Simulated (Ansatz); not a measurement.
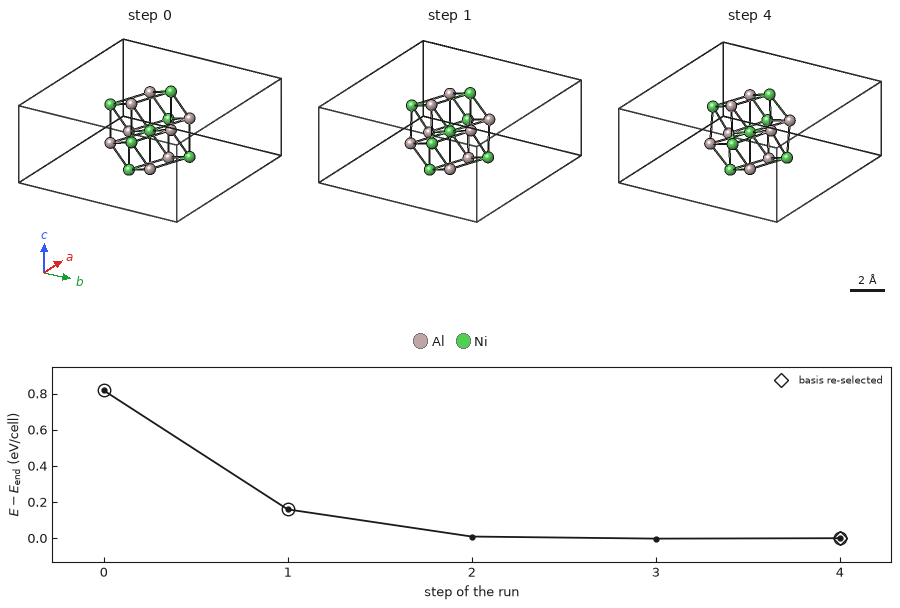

Frames of a relaxation of a wire of composition AlNi, marked on the history of the run. A ball-and-stick model of the cell of the calculation, with the vacuum cut short, seen from a free direction.

Case: wire along [1 1 1], 14 atoms a period.

All numbers below come from Ansatz, DFT PBE, scalar-relativistic, plane waves, PAW.

The input:
```yaml
crystal:
  lattice:
    - [13.7, 0.0, 0.0]
    - [0.0, 13.4, 0.0]
    - [0.0, 0.0, 5.0109676715]
  atoms:
    - { symbol: Al, position: [0.5, 0.5, 0.0] }
    - { symbol: Al, position: [0.4137885834, 0.3473344041, 0.3333333333] }
    - { symbol: Al, position: [0.4137885834, 0.6526655959, 0.3333333333] }
    - { symbol: Al, position: [0.3275771669, 0.5, 0.6666666667] }
    - { symbol: Al, position: [0.6724228331, 0.5, 0.3333333333] }
    - { symbol: Al, position: [0.5862114166, 0.3473344041, 0.6666666667] }
    - { symbol: Al, position: [0.5862114166, 0.6526655959, 0.6666666667] }
    - { symbol: Ni, position: [0.3275771669, 0.5, 0.1666666667] }
    - { symbol: Ni, position: [0.5862114166, 0.3473344041, 0.1666666667] }
    - { symbol: Ni, position: [0.5862114166, 0.6526655959, 0.1666666667] }
    - { symbol: Ni, position: [0.5, 0.5, 0.5] }
    - { symbol: Ni, position: [0.4137885834, 0.3473344041, 0.8333333333] }
    - { symbol: Ni, position: [0.4137885834, 0.6526655959, 0.8333333333] }
    - { symbol: Ni, position: [0.6724228331, 0.5, 0.8333333333] }
basis:
  ecutwfc: 420
kpoints:
  mp_grid: { grid: [1, 1, 11] }
hamiltonian:
  xc: pbe
scf:
  occupations: { method: gaussian, width: 0.05 }
output:
  forces: true
  stress: true
  eigenvalues: true
  populations: true
  write_density: true
  write_potential: true
  elf: true
  volumetric_format: npy
relax:
  adjacent_minimum: "off"
  f_tol: 0.02
  max_steps: 45
  cell: { fix: [a, b, alpha, beta, gamma], stress_tol: 0.03 }
```

Launched with:
```bash
ansatz run input.yaml --threads 4 --pin off --max-ram 9216MiB --backend cpu --events-out ev --progress --plain --runs-dir out
```

Describe the path.

The largest moves relative to the layer's centre, 0.15 Å, are those of Ni8, Ni9, Ni10, Ni12, Ni13 and Ni14. By element the largest moves are Ni 0.15 Å, Al 0.02 Å. Along the periodic axis the drawn cell goes c 5.011 → 4.819 Å (−3.8 %). Some distances before and after: Al1–Ni10 2.505 → 2.344 Å, Al2–Ni12 2.505 → 2.402 Å, Al1–Ni11 2.505 → 2.409 Å, Al2–Ni12 (another image) 2.505 → 2.428 Å. Among the angles between lasting bonds that change: Al2–Ni12–Al2 180.0° → 172.1°, Ni10–Al7–Ni10 180.0° → 172.1°, Ni13–Al7–Ni14 109.5° → 103.0°. The energy falls by 0.817 eV per cell of the calculation in 3 accepted moves (4 points after the start). Largest force component: 1 eV/Å at the start, 0.011 eV/Å at the end. At 1 point the geometry stayed and the basis and grid were re-selected for the new cell (energy shift of 2.4 meV per cell of the calculation at most each time). From step 0 to 1: Ni atoms move most (0.09 Å), energy −0.658 eV per cell of the calculation. From step 1 to 4: Ni atoms move most (0.06 Å), energy −0.159 eV per cell of the calculation.

```json
{"step": "0", "E − E(0), meV/atom": "0.00", "largest force component, eV/Å": "1.0329", "note": ""}
{"step": "1", "E − E(0), meV/atom": "-46.98", "largest force component, eV/Å": "0.4877", "note": ""}
{"step": "2", "E − E(0), meV/atom": "-57.71", "largest force component, eV/Å": "0.1622", "note": ""}
{"step": "3", "E − E(0), meV/atom": "-58.53", "largest force component, eV/Å": "0.0109", "note": ""}
{"step": "4", "E − E(0), meV/atom": "-58.36", "largest force component, eV/Å": "0.0111", "note": "same geometry, new basis"}
```

Limits of the set-up: the k-point mesh is coarse for a cell with partly filled bands.
